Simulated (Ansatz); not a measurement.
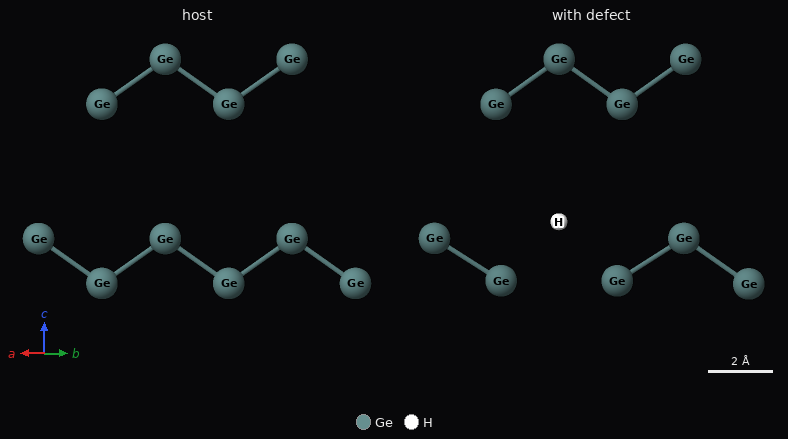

Left: perfect Ge. Right: the same region with a pair of point defects, after relaxing the atoms in a supercell of 64 sites. A ball-and-stick model of the atoms within 6.0 Å of one point, in a slice 3.4 Å thick across the line of sight, seen along [110].

All numbers below come from DFT, PBEsol, PAW, plane waves in Ansatz. (plane-wave cutoff 420 eV; k-point mesh 1 × 1 × 1; mesh shifted by (0.25, 0.25, 0.25); no spin polarisation) Fermi-Dirac smearing of 0.01 eV. A uniform background neutralises the charged cell. The axes drawn are those of the host's conventional cell.

Question: What kind of defect was made?

Answer: A germanium atom is taken out (a vacancy) and an extra hydrogen atom is put between the host's atoms (an interstitial), the two sites 2.0 Å apart.

The charge state of the cell is +1.

Question: What does the relaxation do around it?

Answer: Around the empty Ge site the host had 4 Ge at 2.46 Å; after relaxation the nearest atoms are 1 H at 0.92 Å. The H atom starts with 1 Ge at 2.05 Å around its place and ends with 1 Ge at 1.57 Å. Of the host's atoms, a germanium atom moves furthest from its site, by 0.20 Å. The H atom itself moves 1.92 Å from where it was put.

Limits of the set-up: the cell is charged, on a uniform background, and energies carry no finite-size correction.
